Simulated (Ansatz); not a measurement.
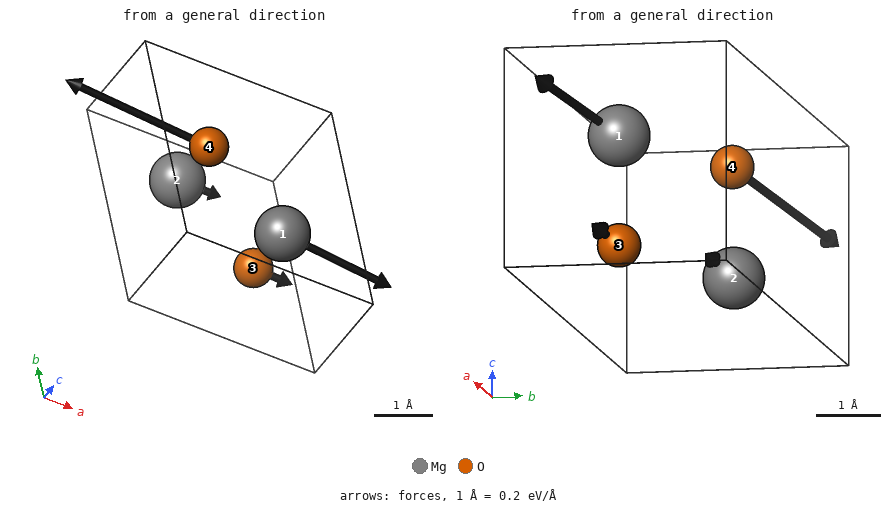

Spheres-only representation of a periodic structure, projected from two general directions. The wireframe shows the simulation cell. The arrows are the computed forces on the atoms.

System: MgO. Method used: Ansatz 0.2.0, DFT PBE, scalar-relativistic, plane waves, PAW. It ran with cutoff 420 eV, k-point mesh 9×9×6, Gaussian smearing of 0.02 eV, no spin polarisation.

Question: Judging by the arrows, is the geometry relaxed?

Answer: No. The atoms still feel forces of up to about 0.49 eV/Å, far above a usual threshold of 0.01 to 0.03 eV/Å.

Question: Which atom has the biggest force on it?

Answer: O4, about 0.49 eV/Å.

The model was built from a structure listed in the Materials Project. The cell was then strained or its atoms displaced on purpose. A calculation with Ansatz used it as input.
